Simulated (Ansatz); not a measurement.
**Sb: a changed input and its effect**

System: Sb (R-3m, 2 atoms in the cell).
Method of the first run: Kohn-Sham DFT of a periodic cell, LDA, Ansatz PAW, no spin polarisation (Ansatz 0.2.0).

The structure derives from an entry of the Crystallography Open Database. Text and figures count atoms from 1; the logs count them from 0 in places.

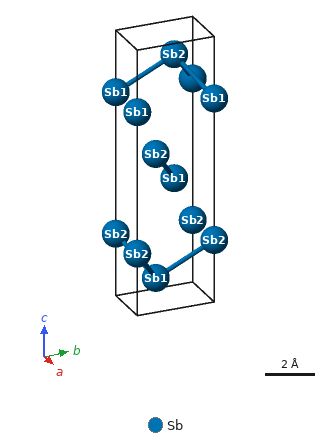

**Figure 1.** The starting structure (ball-and-stick view of the cell 3 times as large as that of the calculation, set on its symmetry axes, seen slightly off an axis; atoms are numbered from 1 in the order of the input).

## Input file, the first run
```yaml
crystal:
  lattice:
    - [2.1542, 1.2437279499, 3.758]
    - [-2.1542, 1.2437279499, 3.758]
    - [0.0, -2.4874558998, 3.758]
  atoms:
    - { symbol: Sb, position: [0.76651, 0.76651, 0.76651] }
    - { symbol: Sb, position: [0.23349, 0.23349, 0.23349] }
hamiltonian:
  xc: lda
  pseudopotentials: { kind: paw }
kpoints:
  mp_grid: { grid: [8, 8, 8] }
scf:
  occupations: { method: fermi_dirac, width: 0.05 }
output:
  forces: true
  stress: true
relax:
  f_tol: 0.01
  max_steps: 40
  cell: { stress_tol: 0.05 }
```

Launched with:
```bash
ansatz run input.yaml --threads 2 --pin off --max-ram 5120MiB --backend cpu --events-out ev --progress --plain --runs-dir out
```

Hardware: 2 threads of Arm Neoverse V1, 24 GiB of memory available, shared host.

## Output, shortened to warnings, some set-up lines, iterations and results (the first run)
```
Basis set: ecut = 420 eV, 1195 PW (Γ)
Symmetry: 12 space group operations
k-points: 65 of 512
Initial density: superposition of atomic densities (neutral atoms: chi_scale 0, normalization atom), corrected by the library's trained network
[...]
SCF iter   1: F=—  HF=-12671.644141 eV  |F-HF|=—  |Δ(HF+E_count)|=         —  Δρ=6.50e-3  dr2=9.99e-3  ethr=1.77e-3  ⟨swp⟩=6.2  Hψ=6569  notcnv=0
SCF iter   2: F=—  HF=-12671.639472 eV  |F-HF|=—  |Δ(HF+E_count)|=   4.67e-3  Δρ=3.43e-3  dr2=2.97e-3  ethr=3.33e-5  ⟨swp⟩=2.0  Hψ=2042  notcnv=0
SCF iter   3: F=—  HF=-12671.638397 eV  |F-HF|=—  |Δ(HF+E_count)|=   1.08e-3  Δρ=3.95e-4  dr2=1.52e-4  ethr=9.90e-6  ⟨swp⟩=2.4  Hψ=1870  notcnv=0
SCF iter   4: F=—  HF=-12671.638347 eV  |F-HF|=—  |Δ(HF+E_count)|=   4.99e-5  Δρ=1.66e-4  dr2=1.61e-5  ethr=5.07e-7  ⟨swp⟩=2.0  Hψ=2212  notcnv=0
SCF iter   5: F=—  HF=-12671.638338 eV  |F-HF|=—  |Δ(HF+E_count)|=   8.92e-6  Δρ=5.50e-5  dr2=3.12e-6  ethr=5.36e-8  ⟨swp⟩=2.0  Hψ=2209  notcnv=0
[... 26 lines ...]
SCF iter   4: F=—  HF=-12671.647858 eV  |F-HF|=—  |Δ(HF+E_count)|=  5.91e-10  Δρ=8.17e-7  dr2=5.87e-10  ethr=1.22e-11  ⟨swp⟩=3.0  Hψ=2302  notcnv=0
SCF iter   5: F=—  HF=-12671.647858 eV  |F-HF|=—  |Δ(HF+E_count)|=  3.82e-11  Δρ=2.72e-7  dr2=4.27e-11  ethr=1.96e-12  ⟨swp⟩=2.0  Hψ=1422  notcnv=0
SCF iter   6: F=-12671.647858 eV  HF=-12671.647858 eV  |F-HF|=9.09e-12  |Δ(HF+E_count)|=  1.82e-12  Δρ=1.14e-7  dr2=5.74e-12  ethr=1.00e-12  ⟨swp⟩=5.9  Hψ=4934  notcnv=0
SCF 5 converged in 6 iterations: F = -12671.647858 eV  dr2 = 5.74e-12
relax step   5: F+E_penalty+E_count = -12671.64785778 eV  Δ(F+E_penalty+E_count) = +4.583e-4 eV  max|allowed force component| = 8.943e-3 eV/Å  Δτ_max = 0.0000 Å  P = -0.010 …
basis re-selected at this cell: Δ(F+E_penalty+E_count) = +4.583e-4 eV, ΔP = +0.001 GPa vs the last step (what re-selecting the basis moved, of the pressure what is left beyond the Pulay correction that the steps carried, after the strain that the cell walked since its last selection, with what the …
SCF converged after 6 iterations
Free energy (F): -12671.647858 eV
Harris-Foulkes:  -12671.647858 eV  (|F-HF|=9.09e-12)
Internal energy: -12671.645224 eV  (E = F + TS)
E sigma→0 (E₀):  -12671.646541 eV
Entropy (-TS):   -0.002633 eV (-1.317 meV/atom)
Fermi energy:    10.241956 eV
--- Per-component energies (eV) ---
  E_band       = -332.923502
  E_kinetic    = 417.581438
  E_local      = -3146.958673  (includes V_loc(G=0)·N_el)
  E_nonlocal   = 732.711742
  E_hartree    = 1424.749478
  E_xc         = -276.424076
  E_vxc        = -195.530868  (∫ρ·V_xc dr)
  E_paw        = -8853.026978  (= ΣΔE_a)
  E_vpaw       = -990.226045  (= ΣTr[D̂ρ^β])
  E_aug_tail   = -0.000004  (compensation charges beyond the density's cutoff)
  E_ewald      = -2971.395798
  E_core_change = 1.117647  (= ΣΔE_core)
  E_smearing   = -0.002633  (= −TS)
  E_closure    = 0.000000  (closes the sum)
  Σ components = -12671.647858   (vs F -12671.647858, Δ=0.00e0)
--- Forces (eV/Å), atoms counted from 1 ---
  atom   1  Sb    -0.00000000     0.00000000    -0.00894333
  atom   2  Sb     0.00000000    -0.00000000     0.00894333
  max |Σ_I F_I| component: 1.62e-17 eV/Å
--- Stress (GPa, compression-positive) ---
       -0.014259       0.000000      -0.000000
        0.000000      -0.014259       0.000000
       -0.000000       0.000000      -0.001313
  P = ⅓ Tr σ = -0.0099 GPa (-0.099 kbar)
--- Relaxed structure (4 steps of the walk, 4 accepted, 1 SCFs on fresh bases) ---
  F+E_penalty+E_count = -12671.64785778 eV   max|allowed force component| = 8.943e-3 eV/Å   (the final SCF, on the basis selected at the relaxed cell)
  cell:  # Å, volume = 58.4728 Å³
    - [2.1487186906391735, 1.2405633144533068, 3.6559808169736074]
    - [-2.1487186906391735, 1.2405633144533068, 3.6559808169736074]
    - [8.454194287441007e-34, -2.4811266289066136, 3.6559808169736074]
[...]
```

The input of the second run differs as follows (lines with − go, lines with + come):
```diff
-  xc: lda
+  xc: { exchange: rpw86, correlation: pbe }
+  dispersion: rvv10
```

Predict how the results change.

The total energies belong to different models, so their difference says nothing on which is more stable or more accurate. The volume per atom goes from 29.24 to 33.10 Å³. The functional changes from LDA to one typed by its parts (see the changed lines). The SCF takes 41 iterations over all geometry steps against 26. On the same kind of shared host the second run took about 2.2 times as long.

## Output, shortened to warnings, some set-up lines, iterations and results (the second run)
```
Basis set: ecut = 420 eV, 1195 PW (Γ), exchange–correlation on 72×72×72 points (8 copies of the dense FFT grid, shifted against one another)
Symmetry: 12 space group operations
k-points: 65 of 512
Initial density: superposition of atomic densities (neutral atoms: chi_scale 0, normalization atom), corrected by the library's trained network
[...]
SCF iter   1: F=—  HF=-13059.986797 eV  |F-HF|=—  |Δ(HF+E_count)|=         —  Δρ=4.41e-3  dr2=6.47e-3  ethr=1.77e-3  ⟨swp⟩=6.2  Hψ=6476  notcnv=0
SCF iter   2: F=—  HF=-13059.982505 eV  |F-HF|=—  |Δ(HF+E_count)|=   4.29e-3  Δρ=2.38e-3  dr2=2.01e-3  ethr=2.16e-5  ⟨swp⟩=2.1  Hψ=2170  notcnv=0
SCF iter   3: F=—  HF=-13059.981782 eV  |F-HF|=—  |Δ(HF+E_count)|=   7.23e-4  Δρ=4.25e-4  dr2=1.84e-4  ethr=6.69e-6  ⟨swp⟩=2.0  Hψ=1885  notcnv=0
SCF iter   4: F=—  HF=-13059.981722 eV  |F-HF|=—  |Δ(HF+E_count)|=   6.00e-5  Δρ=1.88e-4  dr2=2.88e-5  ethr=6.14e-7  ⟨swp⟩=2.0  Hψ=2214  notcnv=0
SCF iter   5: F=—  HF=-13059.981708 eV  |F-HF|=—  |Δ(HF+E_count)|=   1.44e-5  Δρ=4.71e-5  dr2=2.25e-6  ethr=9.60e-8  ⟨swp⟩=3.0  Hψ=2255  notcnv=0
[... 45 lines ...]
SCF iter   4: F=—  HF=-13060.050830 eV  |F-HF|=—  |Δ(HF+E_count)|=   7.97e-9  Δρ=4.67e-7  dr2=5.01e-11  ethr=8.44e-12  ⟨swp⟩=2.0  Hψ=2214  notcnv=0
SCF iter   5: F=-13060.050830 eV  HF=-13060.050830 eV  |F-HF|=7.28e-12  |Δ(HF+E_count)|=  8.73e-11  Δρ=1.05e-7  dr2=7.49e-12  ethr=1.00e-12  ⟨swp⟩=1.0  Hψ=1241  notcnv=0
SCF iter   6: F=-13060.050830 eV  HF=-13060.050830 eV  |F-HF|=5.46e-12  |Δ(HF+E_count)|=    0.00e0  Δρ=3.46e-8  dr2=6.80e-13  ethr=1.00e-12  ⟨swp⟩=4.8  Hψ=5152  notcnv=0
SCF 7 converged in 6 iterations: F = -13060.050830 eV  dr2 = 6.80e-13
relax step   7: F+E_penalty+E_count = -13060.05082952 eV  Δ(F+E_penalty+E_count) = -1.014e-3 eV  max|allowed force component| = 7.559e-3 eV/Å  Δτ_max = 0.0000 Å  P = +0.003 …
basis re-selected at this cell: Δ(F+E_penalty+E_count) = -1.014e-3 eV, ΔP = -0.006 GPa vs the last step (what re-selecting the basis moved, of the pressure what is left beyond the Pulay correction that the steps carried, after the strain that the cell walked since its last selection, with what the …
SCF converged after 6 iterations
Free energy (F): -13060.050830 eV
Harris-Foulkes:  -13060.050830 eV  (|F-HF|=5.46e-12)
Internal energy: -13060.048735 eV  (E = F + TS)
E sigma→0 (E₀):  -13060.049782 eV
Entropy (-TS):   -0.002094 eV (-1.047 meV/atom)
Fermi energy:    8.860556 eV
--- Per-component energies (eV) ---
  E_band       = -370.129534
  E_kinetic    = 413.635059
  E_local      = -3334.445151  (includes V_loc(G=0)·N_el)
  E_nonlocal   = 713.193473
  E_hartree    = 1505.753975
  E_xc         = -269.495262
  E_vxc        = -189.467429  (∫ρ·V_xc dr)
  E_paw        = -9246.852303  (= ΣΔE_a)
  E_vpaw       = -984.553408  (= ΣTr[D̂ρ^β])
  E_aug_tail   = -0.000002  (compensation charges beyond the density's cutoff)
  E_ewald      = -2841.430810
  E_core_change = -0.407714  (= ΣΔE_core)
  E_smearing   = -0.002094  (= −TS)
  E_closure    = -0.000000  (closes the sum)
  Σ components = -13060.050830   (vs F -13060.050830, Δ=0.00e0)
--- Forces (eV/Å), atoms counted from 1 ---
  atom   1  Sb    -0.00000000     0.00000000     0.00755878
  atom   2  Sb     0.00000000    -0.00000000    -0.00755878
  max |Σ_I F_I| component: 9.25e-18 eV/Å
--- Stress (GPa, compression-positive) ---
        0.006579       0.000000      -0.000000
        0.000000       0.006579       0.000000
       -0.000000       0.000000      -0.004410
  P = ⅓ Tr σ = 0.0029 GPa (0.029 kbar)
--- Relaxed structure (6 steps of the walk, 6 accepted, 1 SCFs on fresh bases) ---
  F+E_penalty+E_count = -13060.05082952 eV   max|allowed force component| = 7.559e-3 eV/Å   (the final SCF, on the basis selected at the relaxed cell)
  cell:  # Å, volume = 66.1908 Å³
    - [2.2065125433767703, 1.273930610888864, 3.924591465117105]
    - [-2.2065125433767703, 1.273930610888864, 3.924591465117105]
    - [5.228422905726276e-34, -2.547861221777728, 3.924591465117105]
  atoms:
    - { symbol: Sb, position: [0.7685710788487664, 0.7685710788487664, 0.7685710788487664] }
    - { symbol: Sb, position: [0.23142892115123376, 0.23142892115123376, 0.23142892115123376] }
```

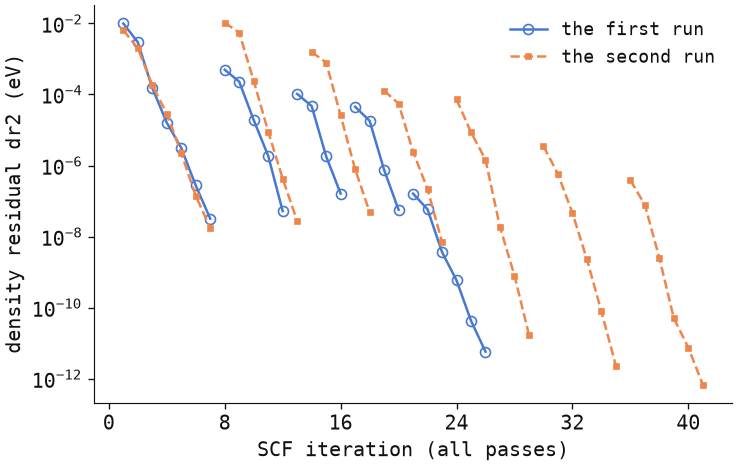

**Figure 2.** Convergence of the two runs: density residual dr2 against the SCF iteration. A break in a curve parts two SCF passes. The first run takes 26 iterations in all, and the second run takes 41.

## The two runs side by side

```tsv
quantity	the first run	the second run
outcome	converged	converged
free energy per atom (eV)	−6335.8239	−6530.0254
energy per atom, smearing taken to zero (eV)	−6335.8233	−6530.0249
pressure (GPa)	−0.01	0.00
volume per atom (Å³)	29.24	33.10
largest force (eV/Å)	0.009	0.008
SCF iterations	26	41
irreducible k-points	65	65
wall time (shared host)	8.3 s	18 s
```

For the second run: Points of doubt noted for this run: forces on files of another functional.
